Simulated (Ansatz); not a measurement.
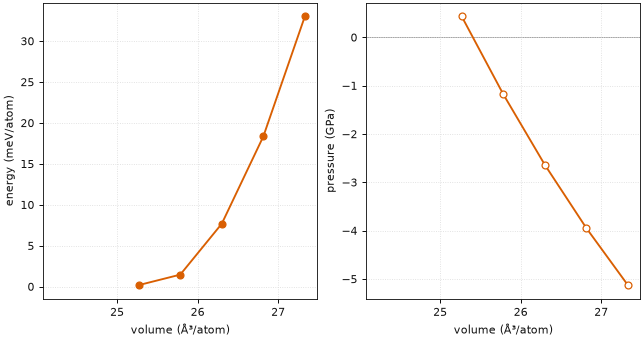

The plot gives the computed energy and pressure against volume for ZrSe₂, space group P-3m1 (No. 164).

Cell as given: a = 3.798 Å, b = 3.798 Å, c = 6.192 Å, α = 90.00°, β = 90.00°, γ = 120.00°; 3 atoms.

Computed with Ansatz 0.2.0: all-electron LAPW DFT, no spin polarisation; energies at scaled volumes of the given cell, shape and fractions fixed, counted from the fit's minimum, third-order Birch-Murnaghan fit. Level: PBEsol.

- k mesh: 8×8×5
- occupations: Fermi–Dirac
- smearing width: 0.05 eV
- potentials: all electron LAPW, scalar relativistic
- program settings: basis error eV/atom 0.002

The points at volume 24.24 Å³/atom and 24.75 Å³/atom are left out of the plot. What values does the calculation give there?

```
volume (Å³/atom)  energy (meV/atom)  pressure (GPa)
           24.24              14.60            4.20
           24.75               4.35            2.22
```

Limits of the calculation: shape and atomic fractions are frozen while scaling, which makes layered, chain and framework solids too stiff.
